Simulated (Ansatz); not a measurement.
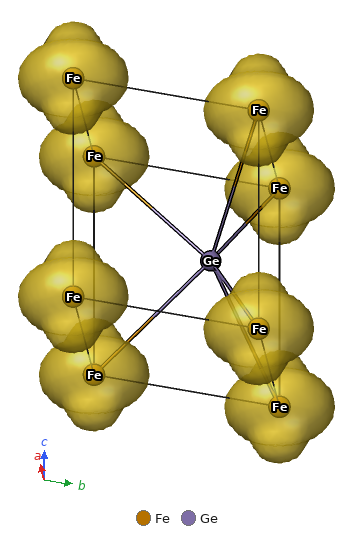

The picture shows: FeGe. Isosurfaces of the spin density (up minus down) at +0.2 (yellow) and −0.2 e/Å³ (cyan), seen at an oblique angle. Sticks mark near contacts.

Space group P-6m2; a structure generated by program, which may or may not match a known phase; spin-polarised.

Theory: DFT PBE, scalar-relativistic, plane waves, PAW (Ansatz).

The density is the valence pseudo-density of a PAW calculation; it isn't the true density close to the nuclei.

```
Fe Ge
1.0
     2.99190    0.00000    0.00000
    -1.49595    2.59106    0.00000
     0.00000    0.00000    3.48583
Fe Ge
1 1
Direct
  0.00000 0.00000 0.00000
  0.33333 0.66667 0.50000
```

Where is the spin, and how is it ordered?

Answer. The spin density sits on Fe: +1.7 μB in one cell of 2 atoms, with smaller moments on other sites: Ge (up to −0.05 μB): parallel moments, as they must be, since the calculation's own cell holds one magnetic site. The cell of the calculation (2 atoms) carries 1.6 μB of net spin moment. Only one sign reaches the isovalue.
